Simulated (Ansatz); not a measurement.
# Calculations on P

Part 1: A change

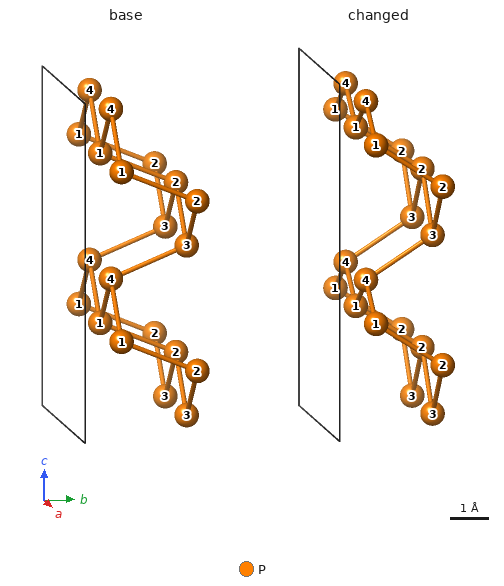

Left: a symmetric starting cell of P. Right: the same structure after one change, at the same scale. The picture is a ball-and-stick view of the 2 × 2 repeat of the cell, outlined in the plane, without the vacuum, seen slightly off an axis.

All numbers below come from Ansatz, DFT PBEsol, scalar-relativistic, plane waves, PAW. Settings: plane-wave cutoff 420 eV; k-point mesh 8 × 1 × 6; occupations gaussian; smearing width 0.02 eV; no spin polarisation.

Q: What was changed?

A: The cell is strained by +5.2 % within the plane, −4.7 % within the plane, none along the third axis (volume +0.2 %) and atoms are displaced by up to 0.32 Å (root mean square over those that move 0.24 Å) relative to the cell: P4 0.32 Å at 67° to the normal (+b side). No relaxation follows. The starting cell wasn't computed here and needn't be at equilibrium, so pressure and forces aren't due to the change alone.

Q: How do the computed properties respond?

A: The pressure is 3.4 GPa (not all of it need come from the change, since the unchanged cell can be under pressure at this level too). The principal stresses (compression positive) are 6.5 GPa within the plane, 2.6 GPa within the plane, 1.0 GPa along the normal (+b). The largest forces, 9.9 eV/Å, act on P1 and P4; on P1 it points within the plane. The forces mostly point back along the displacements (cosine −0.91). Among the bonded contacts that change: P–P 2.199 → 1.832 to 2.211 Å, P–P 2.242 → 2.170 Å. The space group (tolerance 0.01 Å) goes from Pmna (No. 53) to Pma2 (No. 28).

Part 2: A change

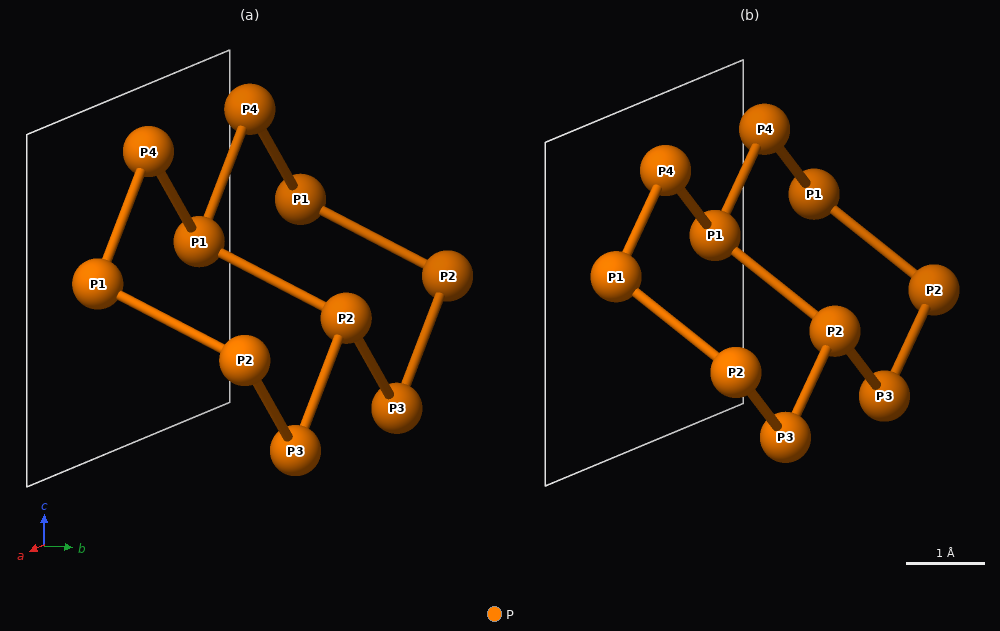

Left: a symmetric starting cell of P. Right: the same structure after one change, at the same scale. The picture is a ball-and-stick view of the 2 × 1 repeat of the cell, outlined in the plane, without the vacuum, seen slightly off an axis.

All numbers below come from Ansatz 0.2.0, DFT PBEsol, scalar-relativistic, plane waves, PAW. Settings: plane-wave cutoff 420 eV; k-point mesh 8 × 1 × 6; occupations gaussian; smearing width 0.02 eV; no spin polarisation.

Which change leads from the left to the right?

The cell is strained by −2.3 % within the plane, −2.5 % within the plane, none along the third axis (volume −4.8 %) and atoms are displaced by 0.24 Å relative to the cell: P4 0.24 Å at 38° to the normal (+b side). No relaxation follows. The starting cell wasn't computed here and needn't be at equilibrium, so pressure and forces aren't due to the change alone.

How do the computed properties respond?

The pressure is 4.5 GPa (not all of it need come from the change, since the unchanged cell can be under pressure at this level too). The principal stresses (compression positive) are 5.8 GPa within the plane, 4.8 GPa within the plane, 3.0 GPa along the normal (+b). The largest forces, 4.6 eV/Å, act on P1, P2, P3 and P4; on P2 it points at 53° to the normal (+b side). The forces mostly point back along the displacements (cosine −0.97). Among the bonded contacts that change: P–P 2.199 → 1.958 Å, P–P 2.242 → 2.035 Å. The space group stays Pmna (No. 53).

Part 3: Distortion

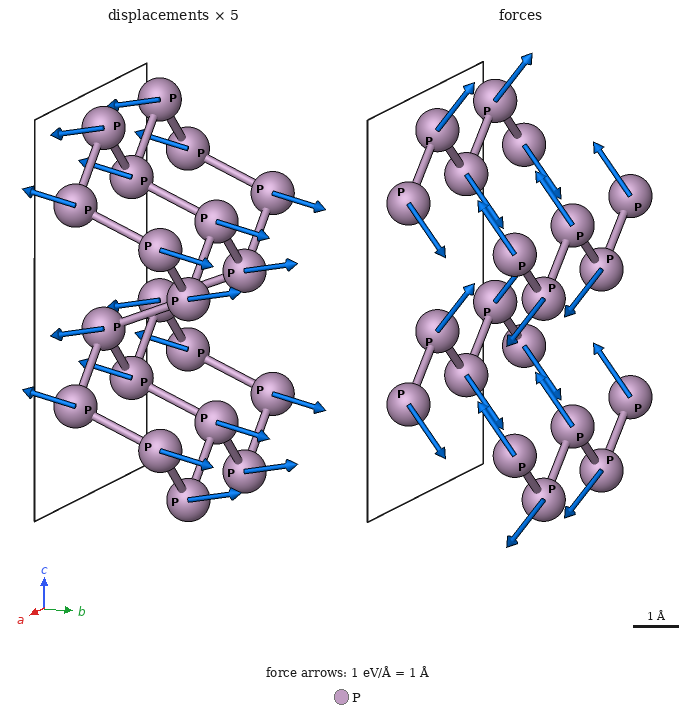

Left: a symmetric starting cell of P, with blue arrows for the displacements applied to it (without the part that the change of the cell carries along). Right: the displaced structure with the computed forces. Besides, the cell is strained by +2.9 % within the plane, +0.1 % within the plane, none along the third axis (volume +3.0 %). The picture is a ball-and-stick view of the 2 × 2 repeat of the cell, outlined in the plane, without the vacuum, seen slightly off an axis.

All numbers below come from DFT PBEsol, scalar-relativistic, plane waves, PAW in Ansatz. Settings: plane-wave cutoff 420 eV; k-point mesh 8 × 1 × 6; occupations gaussian; smearing width 0.02 eV; no spin polarisation.

**How do the forces relate to the distortion?**

Atoms are displaced by 0.27 Å relative to the cell. No relaxation follows. The starting cell wasn't computed here and needn't be at equilibrium, so pressure and forces aren't due to the change alone. The pressure is −0.8 GPa (not all of it need come from the change, since the unchanged cell can be under pressure at this level too). The principal stresses (compression positive) are 0.2 GPa within the plane and −1.3 GPa across it. The largest forces, 1.5 eV/Å, act on 4 P atoms of the calculation's cell. The forces mostly point back along the displacements (cosine −0.76). Some distances before and after: P–P 2.242 → 2.773 Å, P–P 2.199 → 2.164 Å. The space group stays Pmna (No. 53).

Part 4: Distortion

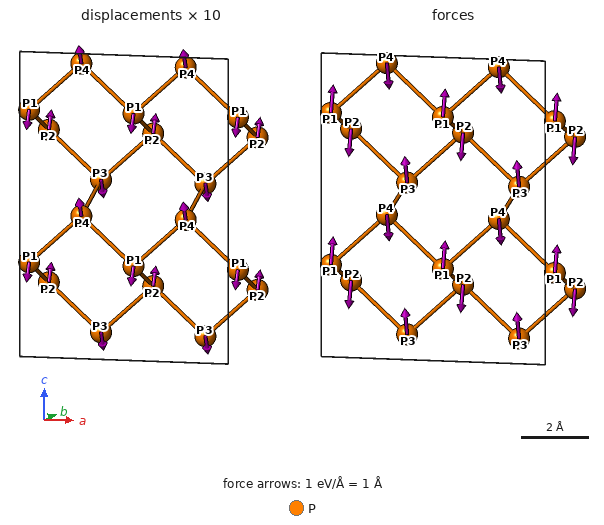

Left: a symmetric starting cell of P, with purple arrows for the displacements applied to it (without the part that the change of the cell carries along). Right: the displaced structure with the computed forces. Besides, the cell is strained by +7.3 % within the plane, −0.4 % within the plane, none along the third axis (volume +6.8 %). A ball-and-stick model of the 2 × 2 repeat of the cell, outlined in the plane, without the vacuum, seen slightly off an axis.

Level of theory: DFT PBEsol, scalar-relativistic, plane waves, PAW in Ansatz 0.2.0. Settings: plane-wave cutoff 420 eV; k-point mesh 8 × 1 × 6; occupations gaussian; smearing width 0.02 eV; no spin polarisation.

Q: How do the forces relate to the distortion?

A: Atoms are displaced by 0.07 Å relative to the cell: P2 0.07 Å at 65° to the normal (+b side). No relaxation follows. The starting cell wasn't computed here and needn't be at equilibrium, so pressure and forces aren't due to the change alone. The pressure is −1.2 GPa (not all of it need come from the change, since the unchanged cell can be under pressure at this level too). The principal stresses (compression positive) are −0.3 GPa along the normal (+b), −1.3 GPa within the plane, −1.9 GPa within the plane. The largest forces, 0.88 eV/Å, act on P1, P2, P3 and P4; on P3 it points at 73° to the normal (−b side). The forces point straight back along the displacements (cosine −0.99). Among the bonded contacts that change: P–P 2.199 → 2.363 Å, P–P 2.242 → 2.252 Å. The space group stays Pmna (No. 53).
